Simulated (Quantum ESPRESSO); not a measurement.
## How BN absorbs and reflects light

Aim: the dielectric function of BN, and the optical constants that follow from it. The cell comes from an older database entry, whose edges can differ from later determinations, mostly by under a per cent.

Method: DFT, PBE, plane waves with norm-conserving potentials (PseudoDojo), scalar-relativistic, independent-particle optical response without local fields and without the non-local commutator, in Quantum ESPRESSO 7.5.

The database entry behind the starting cell differs from later determinations by our own check (about 0.3 % short, minor phase), so it need not match the best structure at ambient conditions.

### 1. Set-up

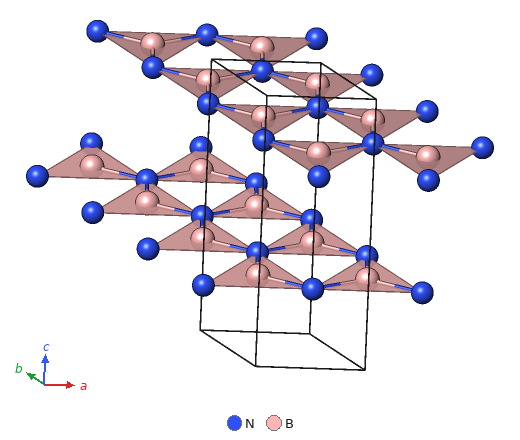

Start, viewed from a free direction; nitrogen blue, boron pink. 2×4×1 cells are drawn. Some periodic images of atoms are drawn too.

### 2. Ground state

The self-consistent density comes first; it also tells whether there is a gap, which decides the occupations and the need for a Drude term.

This step: DFT, PBE, plane waves with norm-conserving potentials (PseudoDojo), scalar-relativistic, ground state (Quantum ESPRESSO 7.5).

File scf.in:

```
&control
  calculation = 'scf'
  prefix = 'x'
  outdir = './tmp'
  pseudo_dir = './'
  verbosity = 'high'
/
&system
  ibrav = 0
  nat = 4
  ntyp = 2
  ecutwfc = 90
  occupations = 'smearing'
  smearing = 'fd'
  degauss = 0.003675
  nbnd = 12
/
&electrons
  conv_thr = 1e-09
  electron_maxstep = 100
/
ATOMIC_SPECIES
  N 1.0 N.upf
  B 1.0 B.upf
CELL_PARAMETERS angstrom
  2.498240000029 0.000000000000 0.000000000000
  -1.249120000014 2.163539304775 0.000000000000
  0.000000000000 0.000000000000 6.635700000000
ATOMIC_POSITIONS crystal
  N 0.666666666667 0.333333333333 0.250000000000
  N 0.333333333333 0.666666666667 0.750000000000
  B 0.666666666667 0.333333333333 0.750000000000
  B 0.333333333333 0.666666666667 0.250000000000
K_POINTS automatic
  10 10 4 0 0 0
```

Run with:

```bash
$ mpirun -n 4 pw.x -nk 4 -in scf.in
```

Output:

```text
for quantum simulation of materials; please cite

     using ibrav=0 with symmetry is DISCOURAGED, use correct ibrav instead

     G-vector sticks info
     --------------------
     sticks:   dense  smooth     PW     G-vecs:    dense   smooth      PW
     Sum         559     559    163                27993    27993    4499

     Using Slab Decomposition

     bravais-lattice index     =            0
     lattice parameter (alat)  =       4.7210  a.u.
     unit-cell volume          =     242.0373 (a.u.)^3
     number of atoms/cell      =            4
     number of atomic types    =            2
     number of electrons       =        16.00
     number of Kohn-Sham states=           12
     kinetic-energy cutoff     =      90.0000  Ry
     charge density cutoff     =     360.0000  Ry
     scf convergence threshold =      1.0E-09
     mixing beta               =       0.7000
     number of iterations used =            8  plain     mixing
     Exchange-correlation= PBE
                           (   1   4   3   4   0   0   0)

     celldm(1)=   4.720989  celldm(2)=   0.000000  celldm(3)=   0.000000
     celldm(4)=   0.000000  celldm(5)=   0.000000  celldm(6)=   0.000000

     crystal axes: (cart. coord. in units of alat)
               a(1) = (   1.000000   0.000000   0.000000 )
               a(2) = (  -0.500000   0.866025   0.000000 )
               a(3) = (   0.000000   0.000000   2.656150 )

     reciprocal axes: (cart. coord. in units 2 pi/alat)
               b(1) = (  1.000000  0.577350 -0.000000 )
               b(2) = (  0.000000  1.154701  0.000000 )
               b(3) = (  0.000000 -0.000000  0.376485 )

     ./N.upf
     Pseudo is Norm-conserving + core correction, Zval =  5.0
     Generated using ONCVPSP code by D. R. Hamann
     Using radial grid of 1058 points,  4 beta functions with:
                l(1) =   0
                l(2) =   0
                l(3) =   1
                l(4) =   1

     ./B.upf
     Pseudo is Norm-conserving + core correction, Zval =  3.0
     Generated using ONCVPSP code by D. R. Hamann
     Using radial grid of 1534 points,  4 beta functions with:
                l(1) =   0
                l(2) =   0
                l(3) =   1
                l(4) =   1

     atomic species   valence    mass     pseudopotential
     N                 5.00     1.00000     N ( 1.00)
     B                 3.00     1.00000     B ( 1.00)

     24 Sym. Ops., with inversion, found (12 have fractional translation)

                                    s                        frac. trans.

     [... symmetry matrices left out ...]
   Cartesian axes

     site n.     atom                  positions (alat units)
         1        N      tau(   1) = (   0.5000000   0.2886751   0.6640375  )
         2        N      tau(   2) = (  -0.0000000   0.5773503   1.9921124  )
         3        B      tau(   3) = (   0.5000000   0.2886751   1.9921124  )
         4        B      tau(   4) = (  -0.0000000   0.5773503   0.6640375  )

   Crystallographic axes

     site n.     atom                  positions (cryst. coord.)
         1        N      tau(   1) = (  0.6666667  0.3333333  0.2500000  )
         2        N      tau(   2) = (  0.3333333  0.6666667  0.7500000  )
         3        B      tau(   3) = (  0.6666667  0.3333333  0.7500000  )
         4        B      tau(   4) = (  0.3333333  0.6666667  0.2500000  )

     number of k points=    42  Fermi-Dirac smearing, width (Ry)=  0.0037
                       cart. coord. in units 2pi/alat
        k(    1) = (   0.0000000   0.0000000   0.0000000), wk =   0.0050000
        k(    2) = (   0.0000000   0.0000000   0.0941212), wk =   0.0100000
        k(    3) = (   0.0000000   0.0000000  -0.1882424), wk =   0.0050000
        k(    4) = (   0.0000000   0.1154701   0.0000000), wk =   0.0300000
        k(    5) = (   0.0000000   0.1154701   0.0941212), wk =   0.0600000
        k(    6) = (   0.0000000   0.1154701  -0.1882424), wk =   0.0300000
        k(    7) = (   0.0000000   0.2309401   0.0000000), wk =   0.0300000
        k(    8) = (   0.0000000   0.2309401   0.0941212), wk =   0.0600000
        k(    9) = (   0.0000000   0.2309401  -0.1882424), wk =   0.0300000
        k(   10) = (   0.0000000   0.3464102   0.0000000), wk =   0.0300000
        k(   11) = (   0.0000000   0.3464102   0.0941212), wk =   0.0600000
        k(   12) = (   0.0000000   0.3464102  -0.1882424), wk =   0.0300000
        k(   13) = (   0.0000000   0.4618802   0.0000000), wk =   0.0300000
        k(   14) = (   0.0000000   0.4618802   0.0941212), wk =   0.0600000
        k(   15) = (   0.0000000   0.4618802  -0.1882424), wk =   0.0300000
        k(   16) = (   0.0000000  -0.5773503   0.0000000), wk =   0.0150000
[...]
cryst. coord.
[...]
k(   35) = (   0.2000000   0.3000000   0.2500000), wk =   0.1200000
        k(   36) = (   0.2000000   0.3000000  -0.5000000), wk =   0.0600000
        k(   37) = (   0.2000000   0.4000000   0.0000000), wk =   0.0300000
        k(   38) = (   0.2000000   0.4000000   0.2500000), wk =   0.0600000
        k(   39) = (   0.2000000   0.4000000  -0.5000000), wk =   0.0300000
        k(   40) = (   0.3000000   0.3000000   0.0000000), wk =   0.0300000
        k(   41) = (   0.3000000   0.3000000   0.2500000), wk =   0.0600000
        k(   42) = (   0.3000000   0.3000000  -0.5000000), wk =   0.0300000

     Dense  grid:    27993 G-vectors     FFT dimensions: (  30,  30,  80)

     Initial potential from superposition of free atoms

     starting charge      15.9995, renormalised to      16.0000
     Starting wfcs are   16 randomized atomic wfcs

     Self-consistent Calculation

     iteration #  1     ecut=    90.00 Ry     beta= 0.70
     Davidson diagonalization with overlap

            55 MiB given to the printing process from OS
            27 MiB allocation reported by mallinfo(arena+hblkhd)
------------------
     ethr =  1.00E-02,  avg # of iterations =  3.6

     total energy              =     -53.38898771 Ry
     estimated scf accuracy    <       0.74608114 Ry

     iteration #  2     ecut=    90.00 Ry     beta= 0.70
     Davidson diagonalization with overlap

            66 MiB given to the printing process from OS
            37 MiB allocation reported by mallinfo(arena+hblkhd)
------------------
     ethr =  4.66E-03,  avg # of iterations =  2.0

     total energy              =     -53.57904575 Ry
     estimated scf accuracy    <       0.28947814 Ry

     iteration #  3     ecut=    90.00 Ry     beta= 0.70
     Davidson diagonalization with overlap

            67 MiB given to the printing process from OS
            37 MiB allocation reported by mallinfo(arena+hblkhd)
------------------
     ethr =  1.81E-03,  avg # of iterations =  1.5

     total energy              =     -53.62617527 Ry
     estimated scf accuracy    <       0.00429789 Ry

     iteration #  4     ecut=    90.00 Ry     beta= 0.70
     Davidson diagonalization with overlap

            68 MiB given to the printing process from OS
            38 MiB allocation reported by mallinfo(arena+hblkhd)
------------------
     c_bands:  1 eigenvalues not converged
     ethr =  2.69E-05,  avg # of iterations =  8.8

     total energy              =     -53.62933468 Ry
     estimated scf accuracy    <       0.00317372 Ry

     iteration #  5     ecut=    90.00 Ry     beta= 0.70
     Davidson diagonalization with overlap

            68 MiB given to the printing process from OS
            39 MiB allocation reported by mallinfo(arena+hblkhd)
------------------
     ethr =  1.98E-05,  avg # of iterations =  2.0

     total energy              =     -53.62989307 Ry
     estimated scf accuracy    <       0.00002225 Ry

     iteration #  6     ecut=    90.00 Ry     beta= 0.70
     Davidson diagonalization with overlap

            69 MiB given to the printing process from OS
            40 MiB allocation reported by mallinfo(arena+hblkhd)
------------------
     c_bands:  1 eigenvalues not converged
     ethr =  1.39E-07,  avg # of iterations =  7.0

     total energy              =     -53.62992078 Ry
     estimated scf accuracy    <       0.00005223 Ry

     iteration #  7     ecut=    90.00 Ry     beta= 0.70
     Davidson diagonalization with overlap

            70 MiB given to the printing process from OS
            41 MiB allocation reported by mallinfo(arena+hblkhd)
------------------
     ethr =  1.39E-07,  avg # of iterations =  2.5

     total energy              =     -53.62993166 Ry
     estimated scf accuracy    <       0.00000020 Ry

     iteration #  8     ecut=    90.00 Ry     beta= 0.70
     Davidson diagonalization with overlap

            71 MiB given to the printing process from OS
            42 MiB allocation reported by mallinfo(arena+hblkhd)
------------------
     ethr =  1.25E-09,  avg # of iterations =  4.8

     total energy              =     -53.62993169 Ry
     estimated scf accuracy    <       0.00000052 Ry

     iteration #  9     ecut=    90.00 Ry     beta= 0.70
     Davidson diagonalization with overlap

            72 MiB given to the printing process from OS
            43 MiB allocation reported by mallinfo(arena+hblkhd)
------------------
     ethr =  1.25E-09,  avg # of iterations =  2.0

     total energy              =     -53.62993176 Ry
     estimated scf accuracy    <       0.00000001 Ry

     iteration # 10     ecut=    90.00 Ry     beta= 0.70
     Davidson diagonalization with overlap

            73 MiB given to the printing process from OS
            43 MiB allocation reported by mallinfo(arena+hblkhd)
------------------
     ethr =  6.37E-11,  avg # of iterations =  3.9

     total energy              =     -53.62993177 Ry
     estimated scf accuracy    <          1.8E-09 Ry

     iteration # 11     ecut=    90.00 Ry     beta= 0.70
     Davidson diagonalization with overlap

            73 MiB given to the printing process from OS
            43 MiB allocation reported by mallinfo(arena+hblkhd)
------------------
     ethr =  1.10E-11,  avg # of iterations =  1.8

     End of self-consistent calculation

          k = 0.0000 0.0000 0.0000 (  3499 PWs)   bands (ev):

   -13.0437 -12.7481  -1.4654   0.6566   3.4446   3.4446   3.4813   3.4813
    10.0786  15.1105  16.4799  16.4807

     occupation numbers
     1.0000   1.0000   1.0000   1.0000   1.0000   1.0000   1.0000   1.0000
     0.0000   0.0000   0.0000   0.0000

          k = 0.0000 0.0000 0.0941 (  3464 PWs)   bands (ev):

   -13.0027 -12.7939  -1.2064   0.2731   3.4499   3.4499   3.4759   3.4759
    10.7773  14.2315  16.4977  16.4978

     occupation numbers
     1.0000   1.0000   1.0000   1.0000   1.0000   1.0000   1.0000   1.0000
     0.0000   0.0000   0.0000   0.0000

          k = 0.0000 0.0000-0.1882 (  3458 PWs)   bands (ev):

   -12.9007 -12.9007  -0.5249  -0.5249   3.4629   3.4629   3.4629   3.4629
    12.4416  12.4416  16.5409  16.5409

     occupation numbers
     1.0000   1.0000   1.0000   1.0000   1.0000   1.0000   1.0000   1.0000
     0.0000   0.0000   0.0000   0.0000

          k = 0.0000 0.1155 0.0000 (  3469 PWs)   bands (ev):

   -12.8473 -12.5583  -1.1951   0.8992   2.6568   2.6890   3.0748   3.1172
    10.4286  14.9739  16.2498  16.5077

     occupation numbers
     1.0000   1.0000   1.0000   1.0000   1.0000   1.0000   1.0000   1.0000
     0.0000   0.0000   0.0000   0.0000

     [... further k points left out ...]

     the Fermi energy is     6.3025 ev

!    total energy              =     -53.62993177 Ry
     estimated scf accuracy    <          6.7E-11 Ry
     smearing contrib. (-TS)   =      -0.00000000 Ry
     internal energy E=F+TS    =     -53.62993177 Ry

     The total energy is F=E-TS. E is the sum of the following terms:
     one-electron contribution =     -15.93331594 Ry
     hartree contribution      =      16.41536004 Ry
     xc contribution           =     -17.36770972 Ry
     ewald contribution        =     -36.74426616 Ry

     convergence has been achieved in  11 iterations

     XML data file, charge density, pseudopotentials, collected wavefunctions

                                        0.00s GPU  (     617 calls)

=------------------------------------------------------------------------------=
   JOB DONE.
=------------------------------------------------------------------------------=
```

Elapsed: 8.2 s, on 4 MPI ranks of Arm Neoverse V2, shared host; peak memory 0.07 GiB; 32 s of CPU time.

Read-outs, printed or worked out from the files:

```
total energy           : -53.63 Ry
gap on the k-mesh      : 4.278 eV
direct gap on the mesh : 4.715 eV
```

There is a gap, 4.28 eV on this mesh (points off the mesh can give less), so no carriers' term is needed.

[end of part 1 of 3]

[Machine, clock, banner and «Message from routine» lines are left out of the logs.]

[Logs are printed without paths, hosts, clocks, repeated set-up lines and the standing remarks that a program may print on its own settings, such as how far it seeks lower states.]

[Hosts, paths, dates, database ids (printed as entryN), source tags and the programs' standing remarks are cut or masked in the printed files.]
